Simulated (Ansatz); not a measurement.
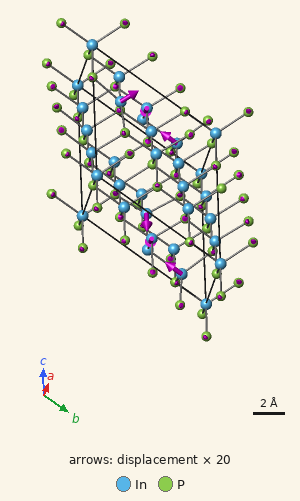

This is a relaxation of a defect cell of composition In17P15 (cell charge −2) (coarse preliminary run). The starting structure is drawn; purple arrows show the displacements, magnified 20 times.

A ball-and-stick model of the cell of the calculation, seen from a free direction.

Case: In on a P site (d), charge -2, atoms relaxed at the host's cell.

Computed with DFT PBE, scalar-relativistic, plane waves, PAW in Ansatz 0.2.0. Settings: plane-wave cutoff 420 eV; k-point mesh 1 × 1 × 1; occupations gaussian; smearing width 0.02 eV; no spin polarisation; atoms relaxed in a fixed cell; force threshold 0.025 eV/Å; at most 45 steps.

**Which element moves most?**

Indium: up to 0.071 Å, against 0.014 Å for phosphorus.

**Describe the change and its energy.**

The largest moves, 0.071 Å, are those of In atoms. Largest moves by element: In 0.071 Å, P 0.014 Å. The cell stays as it was. Among the contacts that change: In–In 2.841 → 2.770 Å, In–P 2.552 → 2.571 Å, In–P 2.570 → 2.561 Å. The energy falls by 89.3 meV per cell of the calculation in 2 accepted moves (3 points after the start). Largest force component: 0.29 eV/Å at the start, 0.018 eV/Å at the end. 1 step only repeated the SCF at the same geometry.

Limits of the set-up: the k-point mesh is coarse for a cell with partly filled bands; the cell is charged, on a uniform background, and energies carry no finite-size correction.
